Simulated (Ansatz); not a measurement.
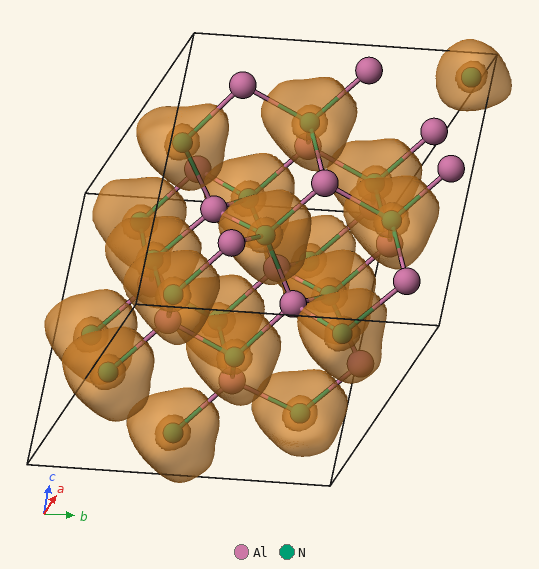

Figure. Al$_{18}$N$_{19}$ (cell with a defect). Isosurface of the electron localisation function at 0.65 (orange), seen at an oblique angle. Core shells and regions of very low density are left out. Sticks mark near contacts.

Spin-polarised.

Method: DFT PBE, scalar-relativistic, plane waves, PAW in Ansatz.

The calculation's input:

```
crystal:
  lattice:
    - [4.6953054387, -2.710835859, -5.0180193796]
    - [-4.6953054387, -2.710835859, -5.0180193796]
    - [0.0, 5.4216717179, -5.0180193796]
  atoms:
    - { symbol: Al, position: [0.2780327949, 0.2780327949, 0.9446994615] }
    - { symbol: Al, position: [0.9446994615, 0.2780327949, 0.2780327949] }
    - { symbol: Al, position: [0.5986936486, 0.9465041347, 0.9448914918], spin: 0.1 }
    - { symbol: Al, position: [0.6113661282, 0.2780327949, 0.6113661282] }
    - { symbol: Al, position: [0.2780327949, 0.9446994615, 0.2780327949] }
    - { symbol: Al, position: [0.9598555562, 0.6127857265, 0.9316019239], spin: 0.1 }
    - { symbol: Al, position: [0.9525054646, 0.9491540033, 0.6101362], spin: 0.1 }
    - { symbol: Al, position: [0.6113661282, 0.6113661282, 0.2780327949] }
    - { symbol: Al, position: [0.2780327949, 0.6113661282, 0.6113661282] }
    - { symbol: Al, position: [0.8851580194, 0.2302129778, 0.8870370292], spin: 0.1 }
    - { symbol: Al, position: [0.5558105727, 0.2224772393, 0.2224772393] }
    - { symbol: Al, position: [0.2229828749, 0.8813956446, 0.8920484855], spin: 0.1 }
    - { symbol: Al, position: [0.2224772393, 0.2224772393, 0.5558105727] }
    - { symbol: Al, position: [0.8889197637, 0.8878341507, 0.2205132475], spin: 0.1 }
    - { symbol: Al, position: [0.5558105727, 0.5558105727, 0.889143906] }
    - { symbol: Al, position: [0.5558105727, 0.889143906, 0.5558105727] }
    - { symbol: Al, position: [0.2224772393, 0.5558105727, 0.2224772393] }
    - { symbol: Al, position: [0.889143906, 0.5558105727, 0.5558105727] }
    - { symbol: "N", position: [0.150856094, 0.150856094, 0.8175227607] }
    - { symbol: "N", position: [0.8175227607, 0.150856094, 0.150856094] }
    - { symbol: "N", position: [0.4841894273, 0.8175227607, 0.8175227607] }
    - { symbol: "N", position: [0.4841894273, 0.150856094, 0.4841894273] }
    - { symbol: "N", position: [0.150856094, 0.8175227607, 0.150856094] }
    - { symbol: "N", position: [0.8175227607, 0.4841894273, 0.8175227607] }
    - { symbol: "N", position: [0.8175227607, 0.8175227607, 0.4841894273] }
    - { symbol: "N", position: [0.4841894273, 0.4841894273, 0.150856094] }
    - { symbol: "N", position: [0.150856094, 0.4841894273, 0.4841894273] }
    - { symbol: "N", position: [0.0953005385, 0.4286338718, 0.0953005385] }
    - { symbol: "N", position: [0.7619672051, 0.4286338718, 0.4286338718] }
    - { symbol: "N", position: [0.4286338718, 0.0953005385, 0.0953005385] }
    - { symbol: "N", position: [0.4286338718, 0.4286338718, 0.7619672051] }
    - { symbol: "N", position: [0.0953005385, 0.0953005385, 0.4286338718] }
    - { symbol: "N", position: [0.7602337752, 0.7659589265, 0.0882938599], spin: 0.1 }
    - { symbol: "N", position: [0.7627386103, 0.09087435, 0.765345439], spin: 0.1 }
    - { symbol: "N", position: [0.4286338718, 0.7619672051, 0.4286338718] }
    - { symbol: "N", position: [0.0934199251, 0.7598314246, 0.7638732222], spin: 0.1 }
    - { symbol: "N", position: [0.935907888, 0.9300563823, 0.9199605087], spin: 0.1 }
  host:
    lattice:
      - [3.1302036258, 0.0, 0.0]
      - [-1.5651018129, 2.710835859, 0.0]
      - [0.0, 0.0, 5.0180193796]
    atoms:
      - { symbol: Al, position: [0.6666666667, 0.3333333333, 0.4992349487] }
      - { symbol: Al, position: [0.3333333333, 0.6666666667, 0.9992349487] }
      - { symbol: "N", position: [0.6666666667, 0.3333333333, 0.8807650513] }
      - { symbol: "N", position: [0.3333333333, 0.6666666667, 0.3807650513] }
basis:
  ecutwfc: 420
  xc_grid: 2
kpoints:
  mp_grid: { grid: [2, 2, 2], shift: [0.5, 0.5, 0.5] }
hamiltonian:
  xc: pbe
scf:
  occupations: { method: gaussian, width: 0.02 }
  lower_state_search: "off"
output:
  forces: true
  stress: false
  eigenvalues: true
  populations: true
  charged_corrections:
    defect_position: [0.93055556, 0.93055556, 0.93055556]
    epsilon: [[8.2882, 0.0, 0.0], [0.0, 8.2882, 0.0], [0.0, 0.0, 9.8362]]
  write_density: true
  write_potential: true
  elf: true
  volumetric_format: npy
magnetization:
  spin_polarized: true
relax:
  adjacent_minimum: "off"
  f_tol: 0.03
  max_steps: 40
```

Run with:

```sh
ansatz run input.yaml --threads 8 --pin off --max-ram 16384MiB --backend cpu --events-out ev --progress --plain --runs-dir out
```

The fields are those of the run's last geometry, not of the input's.

> Describe the localisation domains.

The ELF exceeds this value in 19 regions on N in which the atom's valence shell and bonds are merged, counted in one cell of 37 atoms. Regions shared between cells count once. Profiles from the grid: Al–N (1.86 Å): the ELF peaks at about 0.90 between the atoms, as expected for a polar covalent bond. Al–N (1.90 Å): the ELF peaks at about 0.90 between the atoms: a shared but strongly polarised pair.
